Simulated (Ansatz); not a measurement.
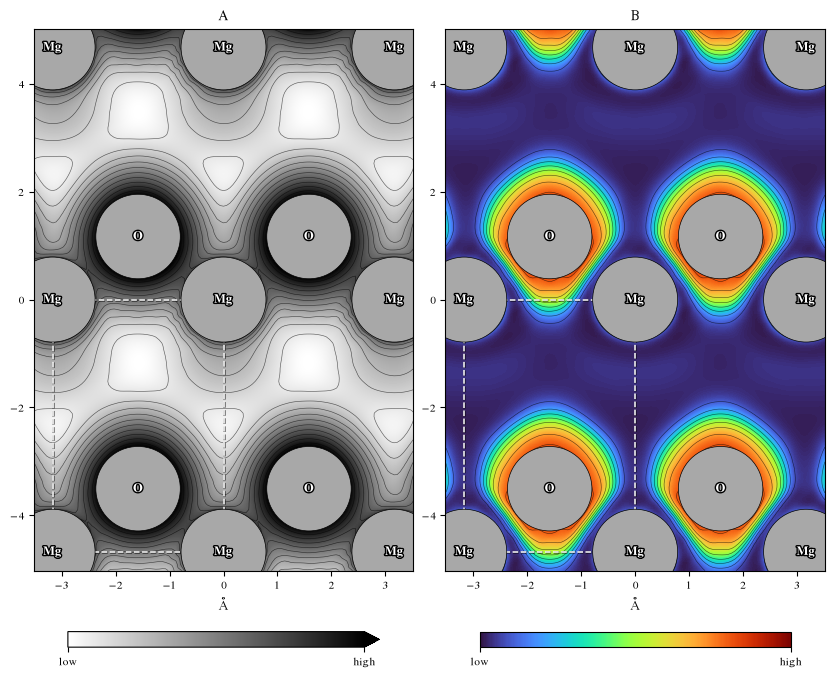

MgO: 2 fields on the (010) plane of the conventional cell, with unlabelled colour scales. Grey discs cover the atomic cores.

Space group I-4m2; started from the zincblende prototype, which need not be the ambient phase; changed on purpose from its base cell (epitaxial xy strain -1.8%).

Theory: Ansatz, DFT, r2SCAN, plane waves, PAW.

Question: The panels show electron localisation function and valence pseudo-density in some order. Assign them.

Answer: Panel A: valence pseudo-density. Panel B: electron localisation function. From the grid: Mg–O (1.97 Å): ρ at the midpoint is about 0.45 e/Å³; the ELF peaks at about 0.85 in the valence shell of O, 0.7 Å from its nucleus, and is about 0.35 at the midpoint: a closed-shell, largely ionic contact.
